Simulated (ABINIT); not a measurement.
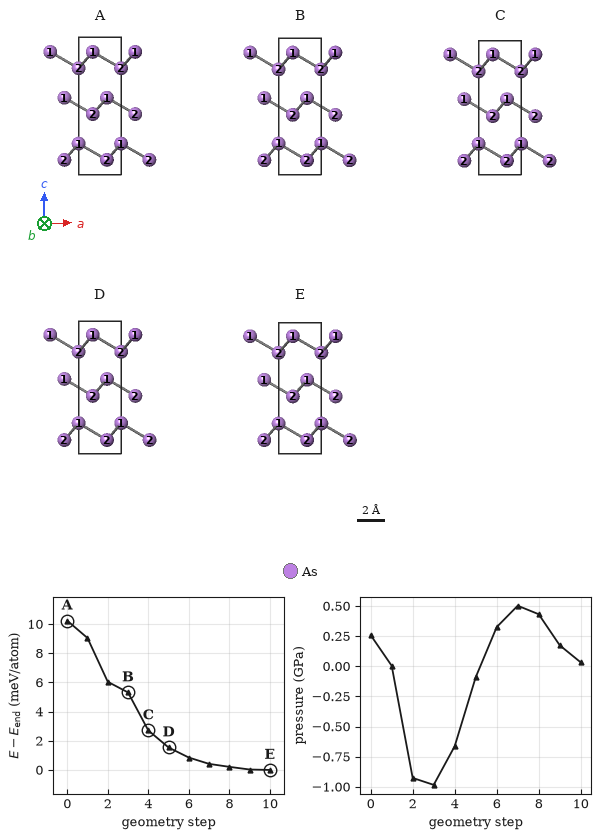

Frames of a relaxation of solid As (set up in R-3m), marked on the history of the run. A ball-and-stick model of the conventional cell (3 times the calculation's cell), seen along the b axis. Lengths and directions refer to the drawn axes.

The run lets cell and atoms move.

The calculation used Kohn-Sham DFT of a periodic cell, PBEsol, PseudoDojo NC SR PBEsol v0.4.1 standard (ABINIT 10.8.3).

Input
```
# Pseudopotentials
pp_dirpath "./"
pseudos "As.upf"

# Structure
acell 7.8064586208 7.8064586208 7.8064586208
rprim
     0.4552885255     0.2628609527     0.8506564983
    -0.4552885255     0.2628609527     0.8506564983
     0.0000000000    -0.5257219055     0.8506564983
ntypat 1
znucl 33
natom 2
typat 1 1
chkprim 0
chksymtnons 0
tolsym 1.0e-6
xred
   0.2260000000   0.2260000000   0.2260000000
   0.7740000000   0.7740000000   0.7740000000

# Plane-wave basis
ecut 42.0
ecutsm 0.5

# k points
kptopt 1
ngkpt 7 7 7
nshiftk 1
shiftk 0.0 0.0 0.0

# Exchange and correlation
ixc -116133

# Bands and occupations
nband 19
occopt 3
tsmear 0.05 eV

# SCF cycle
nstep 80
tolvrs 1.0e-12

# Output
iomode 3
prteig 0
prtebands 0
prtwf 0
prtden 0

# Relaxation
ionmov 2
optcell 2
ntime 50
tolmxf 2.0e-5
dilatmx 1.08
```

Launched with:
```bash
abinit run.abi > log 2>&1
```

What happens along the run?

The run was cut off at its time limit before the relaxation converged, so the last structure is only a point on the way. After 10 geometry steps the energy has fallen by 10.2 meV per atom. The largest force component goes from 0.34 to 0.0089 eV/Å. The pressure goes from 0.26 to 0.03 GPa. The largest moves relative to the cell, 0.040 Å, are those of As1 and As2. As1 goes along +c. The drawn cell changes as follows: a = b 3.762 → 3.791 Å (+0.8 %), c 10.542 → 10.047 Å (−4.7 %); the volume changes by −3.2 %. Some distances before and after: As1–As2 2.506 → 2.532 Å. The space group stays R-3m (No. 166). From step 0 to 3: As atoms move most (0.02 Å), volume −0.2 %, energy −4.9 meV per atom. From step 3 to 4: As atoms move most (0.02 Å), volume −1.8 %, energy −2.6 meV per atom. From step 4 to 5: volume −1.3 %, energy −1.2 meV per atom. From step 5 to 10: energy −1.5 meV per atom.
